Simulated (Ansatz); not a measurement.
**Run report: HfSiO$_{4}$, geometry relaxation (part 1 of 3)**

System: HfSiO$_{4}$ (P1, 36 atoms in the cell).
Method: DFT PBE, scalar-relativistic, plane waves, PAW, no spin polarisation (Ansatz 0.2.0).

The structure derives from a Materials Project entry. It belongs to a series of runs on one base structure; here: the perfect supercell shaken and relaxed. Figures and captions count atoms from 1; the log counts them from 0 in places.

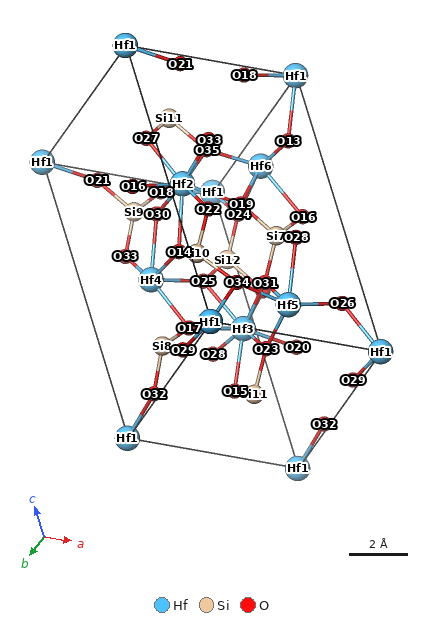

The structure as given in the input (ball-and-stick view of the cell of the calculation, seen at an oblique angle; atoms are numbered from 1 in the order of the input).

**Input**
```yaml
crystal:
  lattice:
    - [6.6449050361, 0.0, 0.0]
    - [0.0, -6.6449050361, 0.0]
    - [-3.322452518, 3.322452518, -9.0224219457]
  atoms:
    - { symbol: Hf, position: [0.0032174393, 1.0122479403, 0.00539825] }
    - { symbol: Hf, position: [0.3286743063, 0.330103055, 0.6742176846] }
    - { symbol: Hf, position: [0.6759351725, 0.6641771694, 0.3288363468] }
    - { symbol: Hf, position: [0.2611091343, 0.7511413331, 0.4974438479] }
    - { symbol: Hf, position: [0.5759962581, 0.089027921, 0.16139584] }
    - { symbol: Hf, position: [0.9024145998, 0.4033265459, 0.8318004077] }
    - { symbol: Si, position: [0.7562839257, 0.255274922, 0.501206276] }
    - { symbol: Si, position: [0.0807407862, 0.5850476756, 0.1674132045] }
    - { symbol: Si, position: [0.414134711, 0.9257743853, 0.8342175949] }
    - { symbol: Si, position: [0.1708320217, 0.1774169767, 0.3401887414] }
    - { symbol: Si, position: [0.5004455635, 0.5038695369, 1.0040692008] }
    - { symbol: Si, position: [0.8298629086, 0.825478282, 0.6643001764] }
    - { symbol: O, position: [0.8861844711, 0.084950915, 0.7872974116] }
    - { symbol: O, position: [0.2299198385, 0.4034332636, 0.4488548906] }
    - { symbol: O, position: [0.5603341469, 0.7425858571, 0.1231850784] }
    - { symbol: O, position: [0.9946998706, 0.3060860754, 0.6178720105] }
    - { symbol: O, position: [0.324266997, 0.6448944108, 0.2846694904] }
    - { symbol: O, position: [0.6552617979, 0.9742065356, 0.953518813] }
    - { symbol: O, position: [0.6328729042, 0.3045959777, 0.6239204088] }
    - { symbol: O, position: [0.9582495873, 0.647174211, 0.2851381711] }
    - { symbol: O, position: [0.28498422, 0.9793274017, 0.9565061831] }
    - { symbol: O, position: [0.2279970884, 0.0447888768, 0.4510943011] }
    - { symbol: O, position: [0.5591058055, 0.3670708863, 0.1178110194] }
    - { symbol: O, position: [0.8924747002, 0.7039406226, 0.7838525242] }
    - { symbol: O, position: [0.5947171071, 0.7676844635, 0.5357374255] }
    - { symbol: O, position: [0.9292892739, 0.1102444708, 0.2135066834] }
    - { symbol: O, position: [0.2668342049, 0.4347723516, 0.8766852895] }
    - { symbol: O, position: [0.6981598308, 0.0154509319, 0.3874155932] }
    - { symbol: O, position: [0.0212002215, 0.3422092331, 0.0441684024] }
    - { symbol: O, position: [0.358417837, 0.6655392509, 0.7101115495] }
    - { symbol: O, position: [0.6899374089, 0.3818850989, 0.3781071827] }
    - { symbol: O, position: [0.0309023939, 0.7116156964, 0.0426152047] }
    - { symbol: O, position: [0.3535792373, 0.0311021937, 0.7104676993] }
    - { symbol: O, position: [0.2975897772, 0.0880687161, 0.2112033406] }
    - { symbol: O, position: [0.6206496853, 0.4349877218, 0.8741517707] }
    - { symbol: O, position: [0.9491055969, 0.7716871215, 0.5410149519] }
basis:
  ecutwfc: 420
  xc_grid: 2
kpoints:
  mp_grid: { grid: [2, 2, 2], shift: [0.0, 0.0, 0.0] }
hamiltonian:
  xc: pbe
scf:
  occupations: { method: gaussian, width: 0.02 }
output:
  forces: true
  stress: false
  eigenvalues: true
relax:
  adjacent_minimum: "off"
  f_tol: 0.03
  max_steps: 25
```

Hardware: 8 threads of Arm Neoverse V2, 24 GiB of memory available, shared host.

Command:
```bash
ansatz run input.yaml --threads 8 --pin off --max-ram 16384MiB --backend cpu --events-out ev --progress --plain --runs-dir out
```

**Output**
```
Engine: ansatz 0.2.0, aarch64-unknown-linux-gnu
Pseudopotentials: kind: paw
Pseudopotential: Hf, paw, valence charge 26, recommended cutoff 420 eV (normal), Hf.paw.azcp
Pseudopotential: Si, paw, valence charge 4, recommended cutoff 420 eV (normal), Si.paw.azcp
Pseudopotential: O, paw, valence charge 6, recommended cutoff 420 eV (normal), O.paw.azcp
Functional definition: PBE
  parameter kappa = 0.804
  parameter beta = 0.06672455060314922
  exchange = pbe_x(kappa = kappa, mu = beta*pi^2/3)
  correlation = pbe_c(beta = beta)
Crystal: 36 atoms, lattice volume = 398.383 Å³
Basis set: ecut = 420 eV, 7671 PW (Γ), exchange–correlation on 90×90×144 points (8 copies of the dense FFT grid, shifted against one another)
Bands: 198, of which v1, the nominal top of the filled ones, is band 162 counted from 1 (161 counted from 0)
Symmetry: 1 space group operations
Space group: P1 (ITA 1), of the structure as read, at distance tolerance 7.4e-5 Å
k-points: 8
Non-local potential: Hf, projectors of the file, l = 0: 3, l = 1: 2, l = 2: 2, l = 3: 3
Non-local potential: Si, projectors of the file, l = 0: 2, l = 1: 2, l = 2: 2
Non-local potential: O, projectors of the file, l = 0: 2, l = 1: 2, l = 2: 1
PAW form: soft (Blöchl's): semilocal exchange-correlation on the pseudo side does not see the compensation charge
PAW one-centre angular grid: Hf, 590 points (default); XC on 64 Gauss nodes
PAW one-centre angular grid: Si, 110 points (default); XC on 64 Gauss nodes
PAW one-centre angular grid: O, 110 points (default); XC on 64 Gauss nodes
Initial density: superposition of atomic densities (neutral atoms: chi_scale 0, normalization atom), corrected by the library's trained network
Initial wavefunctions: pseudopotential atomic-orbital guess
Functional: x = pbe(κ = 0.804, μ = 0.2195149727645171), c = pbe(β = 0.06672455060314922)
SCF iter   1: F=—  HF=-111813.345004 eV  |F-HF|=—  |Δ(HF+E_count)|=         —  Δρ=2.25e-3  dr2=1.52e-2  ethr=1.77e-3  ⟨swp⟩=6.0  Hψ=6118  notcnv=0  defer=63
preconditioner: auto → Resta (q_TF=auto, 2.636 Å⁻¹)  ε∞=4.5  [insulator: Δε(μ)=5.067 eV  Ē_g=17.462 eV  σ=0.020 eV  W_gap=1.00  n_scr=118 (ndim 8)  ℏωp=32.9 eV  f_vac=0.051  D(μ)=0.00/eV (n_scr^D=0)  ε∞_Penn≈4.5]
SCF iter   2: F=—  HF=-111813.349030 eV  |F-HF|=—  |Δ(HF+E_count)|=   4.03e-3  Δρ=1.24e-3  dr2=3.55e-3  ethr=4.69e-6  ⟨swp⟩=2.0  Hψ=2951  notcnv=0  defer=233
SCF iter   3: F=—  HF=-111813.351283 eV  |F-HF|=—  |Δ(HF+E_count)|=   2.25e-3  Δρ=4.89e-4  dr2=9.52e-4  ethr=1.09e-6  ⟨swp⟩=2.0  Hψ=2502  notcnv=0  defer=233
SCF iter   4: F=—  HF=-111813.351399 eV  |F-HF|=—  |Δ(HF+E_count)|=   1.16e-4  Δρ=1.34e-4  dr2=9.47e-5  ethr=2.94e-7  ⟨swp⟩=2.1  Hψ=2430  notcnv=0  defer=233
iter 5 did not close the SCF: its close was put off for the readings that it lacked (scf_convergence_deferred on its scf_iter line)
SCF iter   5: F=-111813.351420 eV  HF=-111813.351418 eV  |F-HF|=2.05e-6  |Δ(HF+E_count)|=   1.92e-5  Δρ=6.11e-5  dr2=1.72e-5  ethr=2.92e-8  ⟨swp⟩=2.1  Hψ=2300  notcnv=0  defer=233
SCF iter   6: F=-111813.351423 eV  HF=-111813.351427 eV  |F-HF|=4.60e-6  |Δ(HF+E_count)|=   8.81e-6  Δρ=3.19e-5  dr2=3.37e-6  ethr=5.31e-9  ⟨swp⟩=9.5  Hψ=7487  notcnv=0
SCF 1 converged in 6 iterations: F = -111813.351423 eV  dr2 = 3.37e-6
  greatest PAW one-centre occupation: 0.999 electrons in one spin orbital (limit 2), on the Hf atom at site 2 (counted from 0), in its partial waves of l = 0
relax step   1: F+E_penalty+E_count = -111813.35142257 eV  Δ(F+E_penalty+E_count) = +0.000e0 eV  max|allowed force component| = 4.851e0 eV/Å  Δτ_max = 0.0000 Å  (6 SCF iters, dr2 threshold 2.25e-5 eV, accepted)
Initial density: handed on by an earlier stage of this run
Initial wavefunctions: those handed on with the density
iter 1 solved again at ethr=2.70e-4 eV; its pass at ethr=3.10e-3 eV (dr2=8.76e-1 eV) is discarded
SCF iter   1: F=—  HF=-111814.846424 eV  |F-HF|=—  |Δ(HF+E_count)|=         —  Δρ=1.78e-2  dr2=8.72e-1  ethr=2.70e-4  ⟨swp⟩=1.0  Hψ=5303  notcnv=0  defer=237
preconditioner: auto → Resta (q_TF=auto, 2.636 Å⁻¹)  ε∞=4.5  [insulator: Δε(μ)=5.145 eV  Ē_g=17.497 eV  σ=0.020 eV  W_gap=1.00  n_scr=118 (ndim 8)  ℏωp=32.9 eV  f_vac=0.054  D(μ)=0.00/eV (n_scr^D=0)  ε∞_Penn≈4.5]
SCF iter   2: F=—  HF=-111814.621493 eV  |F-HF|=—  |Δ(HF+E_count)|=   2.25e-1  Δρ=8.12e-3  dr2=1.47e-1  ethr=2.69e-4  ⟨swp⟩=3.4  Hψ=2689  notcnv=0  defer=237
SCF iter   3: F=—  HF=-111814.588902 eV  |F-HF|=—  |Δ(HF+E_count)|=   3.26e-2  Δρ=2.49e-3  dr2=1.43e-2  ethr=4.55e-5  ⟨swp⟩=3.4  Hψ=2702  notcnv=0  defer=237
SCF iter   4: F=—  HF=-111814.587542 eV  |F-HF|=—  |Δ(HF+E_count)|=   1.36e-3  Δρ=8.75e-4  dr2=2.22e-3  ethr=4.40e-6  ⟨swp⟩=2.0  Hψ=2615  notcnv=0  defer=237
SCF iter   5: F=—  HF=-111814.587453 eV  |F-HF|=—  |Δ(HF+E_count)|=   8.89e-5  Δρ=1.96e-4  dr2=1.82e-4  ethr=6.84e-7  ⟨swp⟩=2.0  Hψ=2273  notcnv=0  defer=237
SCF iter   6: F=-111814.587433 eV  HF=-111814.587473 eV  |F-HF|=3.99e-5  |Δ(HF+E_count)|=   1.97e-5  Δρ=9.62e-5  dr2=3.93e-5  ethr=3.09e-8  ⟨swp⟩=10.4  Hψ=8179  notcnv=0
SCF 2 converged in 6 iterations: F = -111814.587433 eV  dr2 = 3.93e-5
  greatest PAW one-centre occupation: 0.999 electrons in one spin orbital (limit 2), on the Hf atom at site 3 (counted from 0), in its partial waves of l = 0
relax step   2: F+E_penalty+E_count = -111814.58743308 eV  Δ(F+E_penalty+E_count) = -1.236e0 eV  max|allowed force component| = 3.324e0 eV/Å  Δτ_max = 0.1083 Å  (6 SCF iters, dr2 threshold 1.00e-4 eV, accepted)
SCF iter   1: F=—  HF=-111815.341884 eV  |F-HF|=—  |Δ(HF+E_count)|=         —  Δρ=1.24e-2  dr2=4.68e-1  ethr=1.59e-3  ⟨swp⟩=4.0  Hψ=3369  notcnv=0  defer=237
preconditioner: auto → Resta (q_TF=auto, 2.636 Å⁻¹)  ε∞=4.5  [insulator: Δε(μ)=5.262 eV  Ē_g=17.496 eV  σ=0.020 eV  W_gap=1.00  n_scr=118 (ndim 8)  ℏωp=32.9 eV  f_vac=0.054  D(μ)=0.00/eV (n_scr^D=0)  ε∞_Penn≈4.5]
SCF iter   2: F=—  HF=-111815.215463 eV  |F-HF|=—  |Δ(HF+E_count)|=   1.26e-1  Δρ=5.75e-3  dr2=9.64e-2  ethr=1.44e-4  ⟨swp⟩=2.4  Hψ=3033  notcnv=0  defer=239
SCF iter   3: F=—  HF=-111815.190728 eV  |F-HF|=—  |Δ(HF+E_count)|=   2.47e-2  Δρ=1.85e-3  dr2=9.06e-3  ethr=2.97e-5  ⟨swp⟩=3.2  Hψ=2696  notcnv=0  defer=239
SCF iter   4: F=—  HF=-111815.189586 eV  |F-HF|=—  |Δ(HF+E_count)|=   1.14e-3  Δρ=5.99e-4  dr2=1.33e-3  ethr=2.80e-6  ⟨swp⟩=2.0  Hψ=2552  notcnv=0  defer=239
SCF iter   5: F=—  HF=-111815.189520 eV  |F-HF|=—  |Δ(HF+E_count)|=   6.63e-5  Δρ=1.44e-4  dr2=1.14e-4  ethr=4.11e-7  ⟨swp⟩=2.0  Hψ=2281  notcnv=0  defer=239
SCF iter   6: F=-111815.189504 eV  HF=-111815.189553 eV  |F-HF|=4.91e-5  |Δ(HF+E_count)|=   3.38e-5  Δρ=7.80e-5  dr2=2.51e-5  ethr=3.09e-8  ⟨swp⟩=10.2  Hψ=7755  notcnv=0
SCF 3 converged in 6 iterations: F = -111815.189504 eV  dr2 = 2.51e-5
relax step   3: F+E_penalty+E_count = -111815.18950439 eV  Δ(F+E_penalty+E_count) = -6.021e-1 eV  max|allowed force component| = 7.627e-2 eV/Å  Δτ_max = 0.0878 Å  (6 SCF iters, dr2 threshold 1.00e-4 eV, accepted)
SCF iter   1: F=—  HF=-111815.191467 eV  |F-HF|=—  |Δ(HF+E_count)|=         —  Δρ=5.56e-4  dr2=9.28e-4  ethr=5.48e-6  ⟨swp⟩=2.2  Hψ=2999  notcnv=0  defer=239
preconditioner: auto → Resta (q_TF=auto, 2.636 Å⁻¹)  ε∞=4.5  [insulator: Δε(μ)=5.317 eV  Ē_g=17.484 eV  σ=0.020 eV  W_gap=1.00  n_scr=118 (ndim 8)  ℏωp=32.9 eV  f_vac=0.054  D(μ)=0.00/eV (n_scr^D=0)  ε∞_Penn≈4.5]
SCF iter   2: F=—  HF=-111815.191258 eV  |F-HF|=—  |Δ(HF+E_count)|=   2.09e-4  Δρ=2.83e-4  dr2=2.32e-4  ethr=2.87e-7  ⟨swp⟩=2.2  Hψ=2391  notcnv=0  defer=239
SCF iter   3: F=—  HF=-111815.191212 eV  |F-HF|=—  |Δ(HF+E_count)|=   4.58e-5  Δρ=9.58e-5  dr2=3.06e-5  ethr=7.16e-8  ⟨swp⟩=2.0  Hψ=2581  notcnv=0  defer=239
SCF iter   4: F=—  HF=-111815.190740 eV  |F-HF|=—  |Δ(HF+E_count)|=   4.72e-4  Δρ=3.27e-5  dr2=3.83e-6  ethr=9.46e-9  ⟨swp⟩=2.0  Hψ=2641  notcnv=0  defer=239
SCF iter   5: F=—  HF=-111815.190740 eV  |F-HF|=—  |Δ(HF+E_count)|=   3.68e-7  Δρ=1.30e-5  dr2=5.83e-7  ethr=1.18e-9  ⟨swp⟩=2.0  Hψ=2591  notcnv=0  defer=239
SCF iter   6: F=—  HF=-111815.190740 eV  |F-HF|=—  |Δ(HF+E_count)|=   6.17e-8  Δρ=5.20e-6  dr2=1.08e-7  ethr=3.09e-11  ⟨swp⟩=9.0  Hψ=6999  notcnv=0
SCF iter   7: F=-111815.190740 eV  HF=-111815.190740 eV  |F-HF|=2.07e-9  |Δ(HF+E_count)|=   5.60e-8  Δρ=1.66e-6  dr2=1.18e-8  ethr=3.09e-11  ⟨swp⟩=4.0  Hψ=4549  notcnv=0
SCF 4 converged in 7 iterations: F = -111815.190740 eV  dr2 = 1.18e-8
relax step   4: F+E_penalty+E_count = -111815.19074045 eV  Δ(F+E_penalty+E_count) = -1.236e-3 eV  max|allowed force component| = 1.681e-3 eV/Å  Δτ_max = 0.0055 Å  (7 SCF iters, accepted)
```

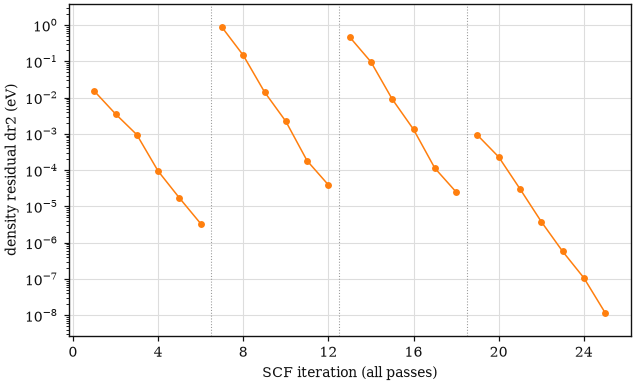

Convergence of the self-consistent field: density residual dr2 against the SCF iteration. The dotted lines part the SCF passes of the relaxation: geometry steps, rejected trials and re-solves on a re-selected basis. The passes take 6, 6, 6 and 7 iterations.

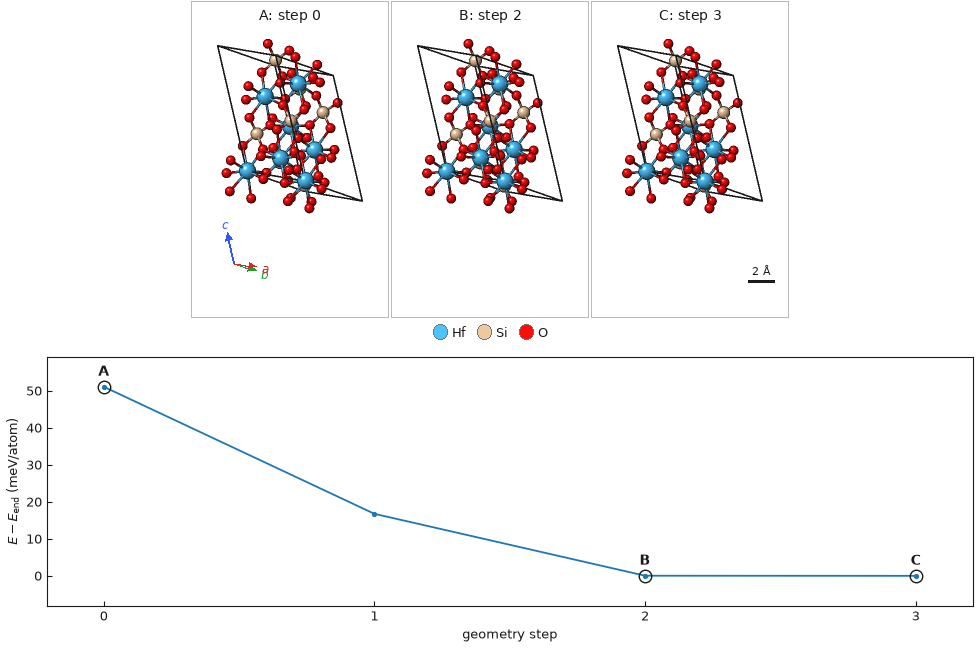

Frames of the relaxation (ball-and-stick view of the cell of the calculation, with bonded neighbours outside it, seen at an oblique angle) above the curves, on which the letters mark them (the first geometry is step 0 here and step 1 in the log).

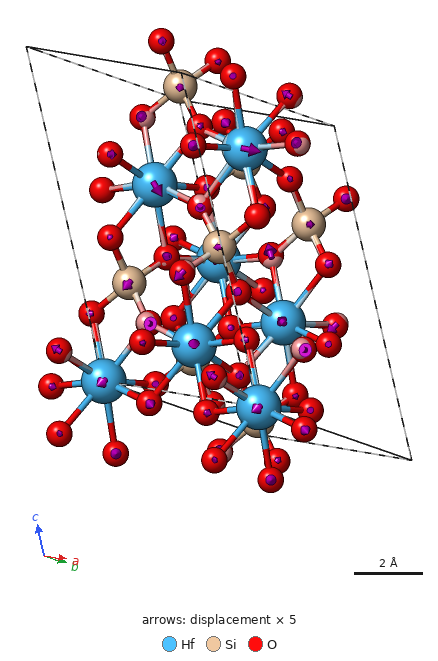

Start (faint) and end (solid) with the displacements as pink arrows, magnified 5 times (ball-and-stick view of the cell of the calculation, with bonded neighbours outside it, seen at an oblique angle). The largest moves, 0.13 Å, are those of Hf6 and O34. Largest moves by element: Hf 0.13 Å, O 0.12 Å, Si 0.09 Å. The lattice vectors keep their values. Distances before and after: Hf6–O27 2.309 → 2.138 Å, Hf2–O27 2.124 → 2.277 Å, Si10–O14 1.505 → 1.638 Å, Hf6–O13 2.009 → 2.138 Å. Among the angles that change: O22–Si10–O34 109.9° → 116.2°, O27–Si11–O35 90.9° → 96.8°, Hf4–O25–Si12 143.8° → 149.6°. The space group (tolerance 0.01 Å) goes from P1 (No. 1) to I4_1/amd (No. 141). After 3 geometry steps the energy has fallen by 51.1 meV per atom. Largest force component: 4.9 eV/Å at the start, 0.0017 eV/Å at the end. (Atoms are counted from 1 in the order of the input.)
